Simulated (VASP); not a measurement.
Geometry relaxation of Ti$_{2}$Si (part 1 of 7)

- system: Ti$_{2}$Si (3 atoms in the cell)
- method: Kohn-Sham DFT of a periodic cell, PBE, VASP PAW PBE potentials, recommended, no spin polarisation (VASP 6.6.1)

The structure was built on a prototype by a generator; it need not be a known phase. The run did not end well.

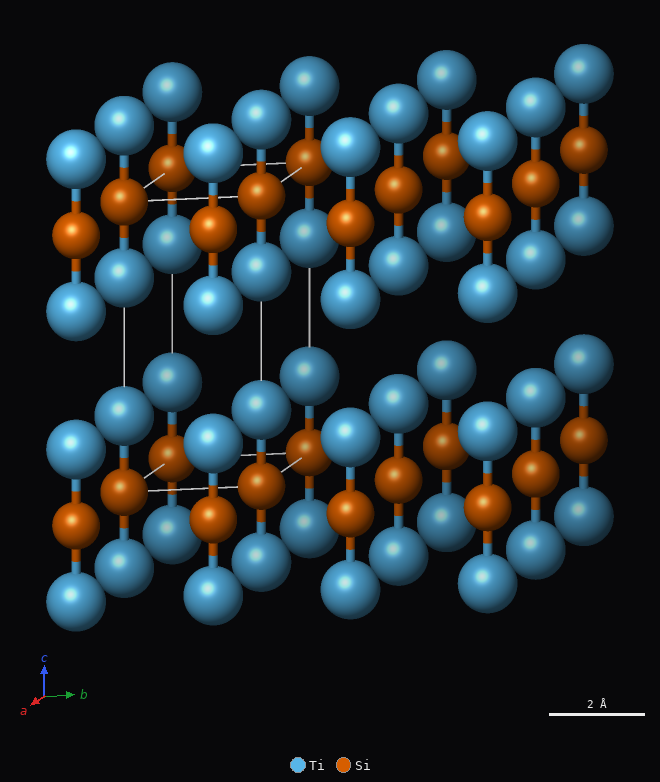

Figure 1. The starting structure (ball-and-stick view of the cell of the calculation, repeated 2 × 3 × 1, seen slightly off an axis).

INCAR
```
  PREC = Normal
  ENCUT = 520
  EDIFF = 1E-4
  ISMEAR = 0
  SIGMA = 0.15
  LREAL = False
  LASPH = True
  NELM = 60
  ALGO = Fast
  ISIF = 3
  LWAVE = False
  LCHARG = False
  GGA = PE
  IBRION = 2
  NSW = 24
  EDIFFG = -0.08
```

KPOINTS
```
regular mesh
0
Gamma
  8 8 3
```

POSCAR
```
Ti2Si
1.0
    2.9597318900      0.0000000000      0.0000000000
   -1.4798659500      2.5632030100      0.0000000000
    0.0000000000      0.0000000000      6.3868373800
Ti Si
2 1
Direct
    0.0000000000      0.0000000000      0.7379852800
    0.0000000000      0.0000000000      0.2620147200
    0.0000000000      0.0000000000      0.0000000000
```

Hardware: 1 thread of Intel Xeon (Granite Rapids), 64 GiB of memory available, shared host.

Launch command:
```bash
cat potpaw_PBE.64/Ti_sv/POTCAR potpaw_PBE.64/Si/POTCAR > POTCAR
mpirun -np 1 vasp_std > vasp.out
```

OSZICAR
```
N       E                     dE             d eps       ncg     rms          rms(c)
DAV:   1     0.324327444416E+03    0.32433E+03   -0.14907E+04   720   0.180E+03
DAV:   2     0.293927198876E+02   -0.29493E+03   -0.29164E+03   730   0.513E+02
DAV:   3    -0.553235582172E+01   -0.34925E+02   -0.33979E+02  1352   0.142E+02
DAV:   4    -0.802052856632E+01   -0.24882E+01   -0.24327E+01   964   0.386E+01
DAV:   5    -0.816961422186E+01   -0.14909E+00   -0.14800E+00  1154   0.740E+00    0.188E+01
RMM:   6    -0.550795597186E+01    0.26617E+01   -0.19736E+01   887   0.286E+01    0.581E+00
RMM:   7    -0.549452248417E+01    0.13433E-01   -0.18557E+00   888   0.119E+01    0.477E+00
RMM:   8    -0.557451493478E+01   -0.79992E-01   -0.73970E-01   929   0.626E+00    0.924E-01
RMM:   9    -0.559840481097E+01   -0.23890E-01   -0.31926E-01  1059   0.354E+00    0.597E-01
RMM:  10    -0.561248054374E+01   -0.14076E-01   -0.13566E-01  1086   0.213E+00    0.308E-01
RMM:  11    -0.561664336533E+01   -0.41628E-02   -0.46735E-02  1075   0.132E+00    0.134E-01
RMM:  12    -0.561904077178E+01   -0.23974E-02   -0.26262E-02  1058   0.877E-01    0.539E-02
RMM:  13    -0.562035523412E+01   -0.13145E-02   -0.14276E-02   878   0.550E-01    0.547E-02
RMM:  14    -0.562126136598E+01   -0.90613E-03   -0.99225E-03   872   0.454E-01    0.210E-02
RMM:  15    -0.562185316370E+01   -0.59180E-03   -0.64858E-03   796   0.315E-01    0.327E-02
RMM:  16    -0.562229955242E+01   -0.44639E-03   -0.48204E-03   718   0.253E-01    0.280E-02
RMM:  17    -0.562259955124E+01   -0.30000E-03   -0.33239E-03   641   0.202E-01    0.508E-02
RMM:  18    -0.562285135793E+01   -0.25181E-03   -0.27170E-03   593   0.171E-01    0.633E-02
RMM:  19    -0.562301972470E+01   -0.16837E-03   -0.18796E-03   546   0.148E-01    0.716E-02
RMM:  20    -0.562316565178E+01   -0.14593E-03   -0.16154E-03   499   0.129E-01    0.776E-02
RMM:  21    -0.562327090115E+01   -0.10525E-03   -0.11890E-03   566   0.122E-01    0.763E-02
RMM:  22    -0.562336259820E+01   -0.91697E-04   -0.10219E-03   523   0.110E-01    0.788E-02
RMM:  23    -0.562343284414E+01   -0.70246E-04   -0.80105E-04   501   0.101E-01
   1 F= -.56234328E+01 E0= -.55868466E+01  d E =-.562343E+01
       N       E                     dE             d eps       ncg     rms          rms(c)
DAV:   1    -0.459031898921E+03   -0.45341E+03   -0.55162E+03  1082   0.462E+02    0.820E+01
RMM:   2     0.129367550779E+03    0.58840E+03   -0.80211E+02   989   0.258E+02    0.424E+01
RMM:   3     0.590881693634E+03    0.46151E+03    0.16389E+02  1103   0.227E+02    0.188E+01
RMM:   4     0.870417031160E+03    0.27954E+03    0.36348E+02  1188   0.171E+02    0.155E+01
RMM:   5     0.108172841141E+04    0.21131E+03    0.50293E+02  1219   0.158E+02    0.966E+00
RMM:   6     0.121965376836E+04    0.13793E+03    0.61209E+02  1214   0.167E+02    0.767E+00
RMM:   7     0.127437387541E+04    0.54720E+02    0.45738E+02  1182   0.166E+02    0.426E+00
RMM:   8     0.132432236405E+04    0.49948E+02    0.51051E+02  1252   0.177E+02    0.295E+00
RMM:   9     0.134616205885E+04    0.21840E+02    0.25675E+02  1176   0.149E+02    0.544E+00
RMM:  10     0.135924301211E+04    0.13081E+02    0.16400E+02  1222   0.135E+02    0.854E+00
RMM:  11     0.136589670643E+04    0.66537E+01    0.71547E+01  1220   0.126E+02    0.987E+00
RMM:  12     0.137040776103E+04    0.45111E+01    0.41984E+01  1239   0.124E+02    0.102E+01
RMM:  13     0.137273202933E+04    0.23243E+01    0.16726E+01  1216   0.124E+02    0.103E+01
RMM:  14     0.137637443231E+04    0.36424E+01    0.34005E+01  1163   0.125E+02    0.107E+01
RMM:  15     0.138339201285E+04    0.70176E+01    0.59502E+01  1180   0.126E+02    0.109E+01
RMM:  16     0.138915548417E+04    0.57635E+01    0.43715E+01  1200   0.127E+02    0.122E+01
RMM:  17     0.139240438163E+04    0.32489E+01    0.21744E+01  1163   0.124E+02    0.137E+01
RMM:  18     0.140818024097E+04    0.15776E+02    0.14380E+02  1083   0.123E+02    0.182E+01
RMM:  19     0.141001405054E+04    0.18338E+01   -0.17176E+01  1122   0.129E+02    0.266E+01
RMM:  20     0.141443144422E+04    0.44174E+01    0.91327E+00  1082   0.115E+02    0.280E+01
RMM:  21     0.141942121586E+04    0.49898E+01    0.91752E+00  1146   0.116E+02    0.283E+01
RMM:  22     0.142018018854E+04    0.75897E+00   -0.90384E+00  1159   0.113E+02    0.286E+01
RMM:  23     0.141762935000E+04   -0.25508E+01   -0.24844E+01  1122   0.109E+02    0.290E+01
RMM:  24     0.141553726956E+04   -0.20921E+01   -0.19758E+01  1154   0.107E+02    0.293E+01
RMM:  25     0.141155012231E+04   -0.39871E+01   -0.21224E+01  1074   0.107E+02    0.302E+01
RMM:  26     0.141022479787E+04   -0.13253E+01   -0.11576E+01  1172   0.107E+02    0.310E+01
RMM:  27     0.141036946564E+04    0.14467E+00   -0.71588E+00  1238   0.108E+02    0.325E+01
RMM:  28     0.141563888027E+04    0.52694E+01    0.17955E+01  1167   0.107E+02    0.327E+01
RMM:  29     0.142009188272E+04    0.44530E+01   -0.61756E+00  1159   0.109E+02    0.324E+01
RMM:  30     0.142053401988E+04    0.44214E+00   -0.14804E+00  1166   0.109E+02    0.328E+01
RMM:  31     0.141920769206E+04   -0.13263E+01   -0.16387E+01  1171   0.108E+02    0.341E+01
RMM:  32     0.141771064584E+04   -0.14970E+01   -0.17028E+01  1121   0.106E+02    0.349E+01
RMM:  33     0.141634647280E+04   -0.13642E+01   -0.13762E+01  1110   0.104E+02    0.349E+01
RMM:  34     0.141555390082E+04   -0.79257E+00   -0.88122E+00  1063   0.103E+02    0.349E+01
RMM:  35     0.141433334627E+04   -0.12206E+01   -0.13381E+01  1039   0.102E+02    0.349E+01
RMM:  36     0.141320289778E+04   -0.11304E+01   -0.10903E+01  1069   0.102E+02    0.350E+01
RMM:  37     0.141164897091E+04   -0.15539E+01   -0.14614E+01  1037   0.101E+02    0.350E+01
RMM:  38     0.141037989309E+04   -0.12691E+01   -0.10166E+01  1106   0.101E+02    0.351E+01
RMM:  39     0.140901733697E+04   -0.13626E+01   -0.10377E+01  1165   0.100E+02    0.352E+01
RMM:  40     0.140788305688E+04   -0.11343E+01   -0.83931E+00  1150   0.997E+01    0.353E+01
RMM:  41     0.140702776431E+04   -0.85529E+00   -0.81021E+00  1256   0.998E+01    0.353E+01
RMM:  42     0.140634828838E+04   -0.67948E+00   -0.67669E+00  1203   0.994E+01    0.354E+01
RMM:  43     0.140715475448E+04    0.80647E+00   -0.63427E+00  1185   0.993E+01    0.352E+01
RMM:  44     0.141542844002E+04    0.82737E+01    0.96858E-01  1215   0.105E+02    0.350E+01
RMM:  45     0.141640011565E+04    0.97168E+00   -0.12816E+01  1280   0.105E+02    0.345E+01
RMM:  46     0.141439086133E+04   -0.20093E+01   -0.20911E+01  1193   0.107E+02    0.346E+01
RMM:  47     0.141280220328E+04   -0.15887E+01   -0.13455E+01  1189   0.106E+02    0.348E+01
RMM:  48     0.141233666143E+04   -0.46554E+00   -0.75010E+00  1194   0.106E+02    0.347E+01
RMM:  49     0.141198420923E+04   -0.35245E+00   -0.60702E+00  1099   0.106E+02    0.347E+01
RMM:  50     0.141111176324E+04   -0.87245E+00   -0.13327E+01  1277   0.107E+02    0.346E+01
RMM:  51     0.141013782953E+04   -0.97393E+00   -0.90658E+00  1277   0.106E+02    0.353E+01
RMM:  52     0.141203186090E+04    0.18940E+01   -0.37673E+01  1284   0.129E+02    0.402E+01
RMM:  53     0.141128785609E+04   -0.74400E+00    0.19634E+00  1288   0.124E+02    0.389E+01
RMM:  54     0.141027954654E+04   -0.10083E+01   -0.52853E+00  1212   0.120E+02    0.390E+01
RMM:  55     0.140975553926E+04   -0.52401E+00   -0.58592E+00  1281   0.123E+02    0.382E+01
RMM:  56     0.140797316462E+04   -0.17824E+01   -0.14886E+01  1284   0.121E+02    0.385E+01
RMM:  57     0.140733833297E+04   -0.63483E+00    0.87082E+00  1292   0.123E+02    0.392E+01
RMM:  58     0.140740405397E+04    0.65721E-01   -0.69284E-01  1292   0.118E+02    0.392E+01
RMM:  59     0.140794641156E+04    0.54236E+00    0.34141E+00  1212   0.117E+02    0.392E+01
RMM:  60     0.140810659186E+04    0.16018E+00    0.14577E+00  1221   0.117E+02
   2 F= 0.14081066E+04 E0= 0.14081118E+04  d E =0.141373E+04
       N       E                     dE             d eps       ncg     rms          rms(c)
DAV:   1    -0.572453151512E+03   -0.19804E+04   -0.20907E+04  1180   0.140E+03    0.180E+02
RMM:   2    -0.205622357774E+03    0.36683E+03   -0.15315E+03  1251   0.436E+02    0.490E+01
RMM:   3    -0.130400315820E+02    0.19258E+03   -0.47558E+02  1041   0.259E+02    0.500E+01
RMM:   4     0.152498295134E+03    0.16554E+03   -0.18120E+02  1069   0.160E+02    0.201E+01
RMM:   5     0.206524165623E+03    0.54026E+02   -0.66124E+01  1269   0.136E+02    0.106E+01
RMM:   6     0.212575618093E+03    0.60515E+01    0.11963E+01  1278   0.105E+02    0.115E+01
RMM:   7     0.210319758822E+03   -0.22559E+01   -0.35432E+01  1278   0.873E+01    0.503E+00
RMM:   8     0.208925604707E+03   -0.13942E+01   -0.19418E+01  1278   0.685E+01    0.494E+00
RMM:   9     0.205946918507E+03   -0.29787E+01   -0.16990E+01  1280   0.705E+01    0.941E+00
RMM:  10     0.206460248169E+03    0.51333E+00   -0.25002E+01  1268   0.646E+01    0.755E+00
RMM:  11     0.206583189165E+03    0.12294E+00   -0.18820E+01  1277   0.549E+01    0.709E+00
RMM:  12     0.204775848215E+03   -0.18073E+01   -0.12907E+01  1278   0.503E+01    0.977E+00
RMM:  13     0.204544345322E+03   -0.23150E+00   -0.14393E+01  1275   0.486E+01    0.115E+01
RMM:  14     0.203969259601E+03   -0.57509E+00   -0.84187E+00  1276   0.448E+01    0.124E+01
RMM:  15     0.203326765006E+03   -0.64249E+00   -0.91799E+00  1276   0.440E+01    0.135E+01
RMM:  16     0.202782073177E+03   -0.54469E+00   -0.72706E+00  1276   0.424E+01    0.155E+01
RMM:  17     0.202473850013E+03   -0.30822E+00   -0.71642E+00  1276   0.419E+01    0.154E+01
RMM:  18     0.202772093776E+03    0.29824E+00   -0.45356E+00  1276   0.408E+01    0.159E+01
RMM:  19     0.202522234097E+03   -0.24986E+00   -0.43612E+00  1278   0.402E+01    0.177E+01
RMM:  20     0.202280283964E+03   -0.24195E+00   -0.66581E+00  1276   0.397E+01    0.186E+01
RMM:  21     0.202050368196E+03   -0.22992E+00   -0.40750E+00  1276   0.391E+01    0.204E+01
RMM:  22     0.201520735872E+03   -0.52963E+00   -0.74952E+00  1276   0.388E+01    0.217E+01
RMM:  23     0.201147985915E+03   -0.37275E+00   -0.58972E+00  1274   0.385E+01    0.229E+01
RMM:  24     0.200357648265E+03   -0.79034E+00   -0.67430E+00  1280   0.385E+01    0.238E+01
RMM:  25     0.199811355283E+03   -0.54629E+00   -0.79377E+00  1274   0.392E+01    0.249E+01
RMM:  26     0.199249232154E+03   -0.56212E+00   -0.73051E+00  1272   0.380E+01    0.261E+01
RMM:  27     0.199130679943E+03   -0.11855E+00   -0.53628E+00  1273   0.374E+01    0.270E+01
RMM:  28     0.198943516229E+03   -0.18716E+00   -0.48556E+00  1274   0.368E+01    0.280E+01
RMM:  29     0.198914948445E+03   -0.28568E-01   -0.40570E+00  1273   0.364E+01    0.289E+01
RMM:  30     0.198901371786E+03   -0.13577E-01   -0.39092E+00  1274   0.360E+01    0.299E+01
RMM:  31     0.198954404890E+03    0.53033E-01   -0.31460E+00  1274   0.357E+01    0.307E+01
RMM:  32     0.199090048340E+03    0.13564E+00   -0.30849E+00  1274   0.355E+01    0.316E+01
RMM:  33     0.199318890457E+03    0.22884E+00   -0.19998E+00  1274   0.352E+01    0.323E+01
RMM:  34     0.199387713273E+03    0.68823E-01   -0.25007E+00  1270   0.352E+01    0.332E+01
RMM:  35     0.199528431840E+03    0.14072E+00   -0.22079E+00  1273   0.351E+01    0.340E+01
RMM:  36     0.199668528015E+03    0.14010E+00   -0.23907E+00  1273   0.351E+01    0.348E+01
RMM:  37     0.200030584717E+03    0.36206E+00   -0.19019E+00  1274   0.350E+01    0.353E+01
RMM:  38     0.200408059257E+03    0.37747E+00   -0.17603E+00  1273   0.351E+01    0.361E+01
RMM:  39     0.200628923383E+03    0.22086E+00   -0.18299E+00  1270   0.351E+01    0.369E+01
RMM:  40     0.200834210471E+03    0.20529E+00   -0.21639E+00  1273   0.352E+01    0.379E+01
RMM:  41     0.201191640208E+03    0.35743E+00   -0.13061E+00  1273   0.353E+01    0.388E+01
RMM:  42     0.201498733712E+03    0.30709E+00   -0.10993E+00  1270   0.355E+01    0.398E+01
RMM:  43     0.201921253159E+03    0.42252E+00   -0.34261E-01  1271   0.357E+01    0.405E+01
RMM:  44     0.202610367677E+03    0.68911E+00    0.34434E+00  1273   0.362E+01    0.412E+01
RMM:  45     0.203394429205E+03    0.78406E+00    0.25505E+00  1271   0.381E+01    0.417E+01
RMM:  46     0.203311995351E+03   -0.82434E-01   -0.31476E+00  1269   0.344E+01    0.427E+01
RMM:  47     0.203218546813E+03   -0.93449E-01   -0.28879E+00  1271   0.345E+01    0.434E+01
RMM:  48     0.203063610917E+03   -0.15494E+00   -0.33994E+00  1272   0.342E+01    0.444E+01
RMM:  49     0.203130008338E+03    0.66397E-01   -0.33187E+00  1270   0.342E+01    0.451E+01
RMM:  50     0.203186357156E+03    0.56349E-01   -0.29394E+00  1270   0.343E+01    0.460E+01
RMM:  51     0.203350020027E+03    0.16366E+00   -0.24175E+00  1264   0.345E+01    0.467E+01
RMM:  52     0.203389807245E+03    0.39787E-01    0.35288E+00  1259   0.360E+01    0.488E+01
RMM:  53     0.203451061630E+03    0.61254E-01    0.74964E-02  1270   0.376E+01    0.502E+01
RMM:  54     0.203373562778E+03   -0.77499E-01   -0.37509E+00  1269   0.343E+01    0.512E+01
RMM:  55     0.203662494812E+03    0.28893E+00   -0.20000E+00  1272   0.340E+01    0.517E+01
RMM:  56     0.203928392131E+03    0.26590E+00   -0.16919E+00  1270   0.339E+01    0.527E+01
RMM:  57     0.210327932486E+03    0.63995E+01   -0.10788E+01  1274   0.401E+01    0.467E+01
RMM:  58     0.209872351098E+03   -0.45558E+00    0.97785E+00  1273   0.348E+01    0.503E+01
RMM:  59     0.208860351117E+03   -0.10120E+01   -0.37729E+00  1270   0.341E+01    0.512E+01
RMM:  60     0.207919757142E+03   -0.94059E+00   -0.15258E+00  1269   0.334E+01
   3 F= 0.20791976E+03 E0= 0.20792059E+03  d E =0.213543E+03
       N       E                     dE             d eps       ncg     rms          rms(c)
DAV:   1    -0.338504884214E+03   -0.54737E+03   -0.53399E+03  1098   0.173E+02    0.624E+01
RMM:   2     0.884335491802E+01    0.34735E+03   -0.63202E+02  1025   0.262E+02    0.300E+01
RMM:   3     0.159881636012E+03    0.15104E+03   -0.39756E+02  1035   0.272E+02    0.138E+02
RMM:   4     0.146849782699E+03   -0.13032E+02   -0.18107E+02  1109   0.160E+02    0.828E+01
RMM:   5     0.142586344440E+03   -0.42634E+01   -0.11410E+02  1058   0.124E+02    0.318E+01
RMM:   6     0.139922441386E+03   -0.26639E+01   -0.51204E+01  1122   0.953E+01    0.895E+00
RMM:   7     0.139856900229E+03   -0.65541E-01   -0.17906E+01  1076   0.830E+01    0.633E+00
RMM:   8     0.137253762146E+03   -0.26031E+01   -0.30387E+01  1187   0.725E+01    0.398E+00
RMM:   9     0.134813177321E+03   -0.24406E+01   -0.28732E+01  1210   0.659E+01    0.233E+00
RMM:  10     0.132795511370E+03   -0.20177E+01   -0.23810E+01  1209   0.616E+01    0.218E+00
RMM:  11     0.130915887784E+03   -0.18796E+01   -0.20213E+01  1170   0.595E+01    0.214E+00
RMM:  12     0.128001609358E+03   -0.29143E+01   -0.21705E+01  1133   0.602E+01    0.336E+00
RMM:  13     0.128107406714E+03    0.10580E+00   -0.13834E+01  1130   0.563E+01    0.369E+00
RMM:  14     0.125723211903E+03   -0.23842E+01   -0.15469E+01  1136   0.564E+01    0.474E+00
RMM:  15     0.126031133072E+03    0.30792E+00   -0.83957E+00  1162   0.540E+01    0.546E+00
RMM:  16     0.126365733253E+03    0.33460E+00   -0.66488E+00  1155   0.525E+01    0.616E+00
RMM:  17     0.125925718473E+03   -0.44001E+00   -0.65665E+00  1175   0.516E+01    0.666E+00
RMM:  18     0.126386055189E+03    0.46034E+00   -0.44396E+00  1154   0.506E+01    0.738E+00
RMM:  19     0.126758196280E+03    0.37214E+00   -0.38042E+00  1164   0.497E+01    0.826E+00
RMM:  20     0.127767388844E+03    0.10092E+01   -0.34862E+00  1140   0.489E+01    0.869E+00
RMM:  21     0.128338051804E+03    0.57066E+00   -0.31813E+00  1156   0.479E+01    0.900E+00
RMM:  22     0.128382562177E+03    0.44510E-01   -0.19351E+00  1182   0.473E+01    0.926E+00
RMM:  23     0.128754988353E+03    0.37243E+00   -0.30804E+00  1154   0.470E+01    0.101E+01
RMM:  24     0.128758615857E+03    0.36275E-02   -0.25005E+00  1144   0.467E+01    0.108E+01
RMM:  25     0.129047476158E+03    0.28886E+00   -0.25514E+00  1136   0.463E+01    0.114E+01
RMM:  26     0.129408241023E+03    0.36076E+00   -0.25395E+00  1140   0.460E+01    0.117E+01
RMM:  27     0.130528095270E+03    0.11199E+01   -0.42128E+00  1114   0.459E+01    0.113E+01
RMM:  28     0.130643934016E+03    0.11584E+00    0.65035E-03  1153   0.449E+01    0.117E+01
RMM:  29     0.130754083315E+03    0.11015E+00   -0.26982E+00  1117   0.446E+01    0.120E+01
RMM:  30     0.130805921865E+03    0.51839E-01   -0.16786E+00  1100   0.443E+01    0.123E+01
RMM:  31     0.131395984560E+03    0.59006E+00   -0.47179E+00  1107   0.443E+01    0.121E+01
RMM:  32     0.131928013128E+03    0.53203E+00   -0.76533E+00  1143   0.440E+01    0.110E+01
RMM:  33     0.132178473504E+03    0.25046E+00   -0.83568E-01  1158   0.426E+01    0.109E+01
RMM:  34     0.132404626475E+03    0.22615E+00   -0.26763E+00  1122   0.422E+01    0.112E+01
RMM:  35     0.132602722135E+03    0.19810E+00   -0.45346E-01  1078   0.418E+01    0.114E+01
RMM:  36     0.132931944129E+03    0.32922E+00   -0.45023E+00  1123   0.418E+01    0.107E+01
RMM:  37     0.133271805458E+03    0.33986E+00   -0.40029E+00  1139   0.414E+01    0.100E+01
RMM:  38     0.133462240981E+03    0.19044E+00   -0.10838E+00  1132   0.405E+01    0.100E+01
RMM:  39     0.133672483132E+03    0.21024E+00   -0.11393E+00  1054   0.401E+01    0.995E+00
RMM:  40     0.133909187496E+03    0.23670E+00   -0.87490E-01  1047   0.397E+01    0.102E+01
RMM:  41     0.134143916152E+03    0.23473E+00   -0.90614E-01  1038   0.394E+01    0.102E+01
RMM:  42     0.134362855301E+03    0.21894E+00   -0.13798E+00  1023   0.391E+01    0.104E+01
RMM:  43     0.134480911319E+03    0.11806E+00   -0.16436E+00  1015   0.388E+01    0.105E+01
RMM:  44     0.134503271827E+03    0.22361E-01   -0.35904E+00  1018   0.382E+01    0.106E+01
RMM:  45     0.134446260971E+03   -0.57011E-01   -0.25246E+00  1010   0.377E+01    0.108E+01
RMM:  46     0.134397067194E+03   -0.49194E-01   -0.32077E+00   980   0.372E+01    0.110E+01
RMM:  47     0.134457591991E+03    0.60525E-01   -0.12492E+01  1267   0.380E+01    0.971E+00
RMM:  48     0.134652326196E+03    0.19473E+00    0.19338E+00  1113   0.359E+01    0.995E+00
RMM:  49     0.134441589003E+03   -0.21074E+00   -0.37063E+00  1047   0.357E+01    0.982E+00
RMM:  50     0.134422706518E+03   -0.18882E-01   -0.24603E+00  1000   0.351E+01    0.985E+00
RMM:  51     0.134276113582E+03   -0.14659E+00   -0.34358E+00   998   0.348E+01    0.981E+00
RMM:  52     0.134220129083E+03   -0.55984E-01   -0.43342E+00  1059   0.345E+01    0.965E+00
RMM:  53     0.134122363501E+03   -0.97766E-01   -0.37402E+00  1021   0.340E+01    0.956E+00
RMM:  54     0.133948733135E+03   -0.17363E+00   -0.34450E+00  1004   0.337E+01    0.964E+00
RMM:  55     0.133825736698E+03   -0.12300E+00   -0.31653E+00   992   0.333E+01    0.970E+00
RMM:  56     0.133723273959E+03   -0.10246E+00   -0.25045E+00   982   0.331E+01    0.985E+00
```
